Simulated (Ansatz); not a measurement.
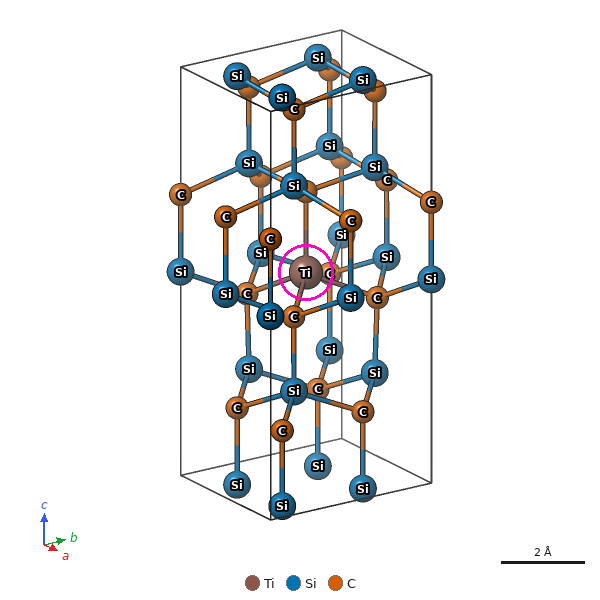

View slightly off an axis, drawn as a ball-and-stick model. The parallelepiped is the supercell. The host is SiC, in a cell of 32 sites, and the cell carries a charge of -1. A ring marks the defect's site.

Which defect is modelled here, and what are its neighbours?

Titanium on a silicon site (a substitutional impurity). It is bonded to four C in a tetrahedral arrangement at about 2.0 Å.

The calculation: Ansatz, DFT PBEsol, scalar-relativistic, plane waves, PAW, with an energy cutoff of 420 eV, a 2×2×2 k-point grid, Gaussian smearing of 0.01 eV, collinear spins.

Is the defect magnetic?

Yes, 0.2 μB in the cell.

The atoms were relaxed in the host's cell with DFT PBEsol, scalar-relativistic, plane waves, PAW in Ansatz 0.2.0.
